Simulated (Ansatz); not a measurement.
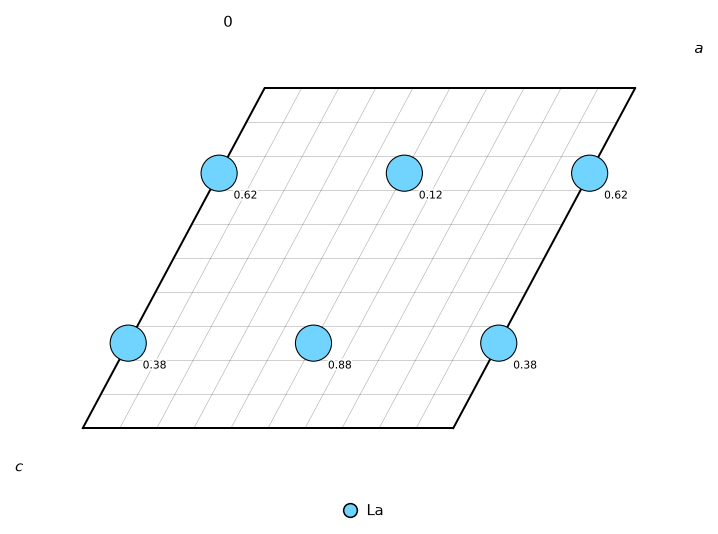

Plan of a unit cell projected along b (c down the page, a across); the numbers are heights as fractions of b, and atoms on the cell's edges are repeated. The grid marks tenths of c and a. Source: the input geometry of an electronic-structure calculation (not necessarily at equilibrium); the starting structure was generated, so it need not be a known form of this composition. The drawing is computed from the coordinates (standard cell, symmetry found to 0.002 Å).

a = 3.651 Å, b = 11.991 Å, c = 3.798 Å, α = 90.00°, β = 118.14°, γ = 90.00°.

**What does the cell contain?**

4 La: La, Z = 4.

**Which space group?**

No. 15, C2/c, C-centred monoclinic.

**Give the independent sites, coordinates to two places.**

```json
{"atom": "La", "site": "4e", "symmetry": "2", "x": "0.00", "y": "0.38", "z": "0.75"}
```
